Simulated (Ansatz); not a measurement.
```cif
data_structure
_symmetry_space_group_name_H-M 'P 1'
_symmetry_Int_Tables_number 1
_cell_length_a 5.0976
_cell_length_b 3.3504
_cell_length_c 5.5737
_cell_angle_alpha 90.000
_cell_angle_beta 90.000
_cell_angle_gamma 90.000
_cell_volume 95.19
loop_
_atom_site_label
_atom_site_type_symbol
_atom_site_fract_x
_atom_site_fract_y
_atom_site_fract_z
_atom_site_occupancy
Si1 Si 0.32143 0.75000 0.08356 1
Si2 Si 0.17857 0.25000 0.58356 1
Si3 Si 0.82143 0.75000 0.41644 1
Si4 Si 0.67857 0.25000 0.91644 1
Ni1 Ni 0.00777 0.25000 0.18910 1
Ni2 Ni 0.49223 0.75000 0.68910 1
Ni3 Ni 0.50777 0.25000 0.31090 1
Ni4 Ni 0.99223 0.75000 0.81090 1
```

Space group Pnma; computed without spin polarisation.

All numbers below come from DFT r2SCAN, scalar-relativistic, plane waves, PAW (Ansatz 0.2.0).

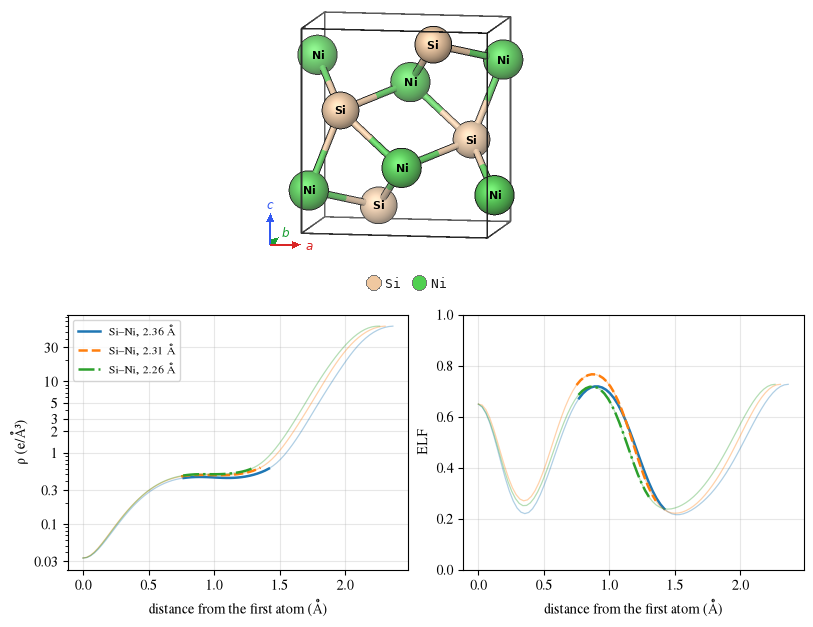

SiNi. Valence pseudo-density and ELF along straight lines between neighbouring atoms. Thin, pale parts lie inside the atomic spheres. The structure is drawn too.

In a PAW calculation such maps are meaningful between the atoms, not at the nuclei.

Compare the contacts.

Si–Ni (2.36 Å): the density is about 0.45 e/Å³ at the midpoint; the ELF peaks at about 0.70 in the valence shell of Si, 0.9 Å from its nucleus, and is about 0.50 at the midpoint.
Si–Ni (2.31 Å): ρ at the midpoint is about 0.49 e/Å³; the ELF peaks at about 0.75 in the valence shell of Si, 0.9 Å from its nucleus, and is about 0.55 at the midpoint.
Si–Ni (2.26 Å): ρ at the midpoint is about 0.51 e/Å³; the ELF peaks at about 0.70 in the valence shell of Si, 0.9 Å from its nucleus, and is about 0.50 at the midpoint.
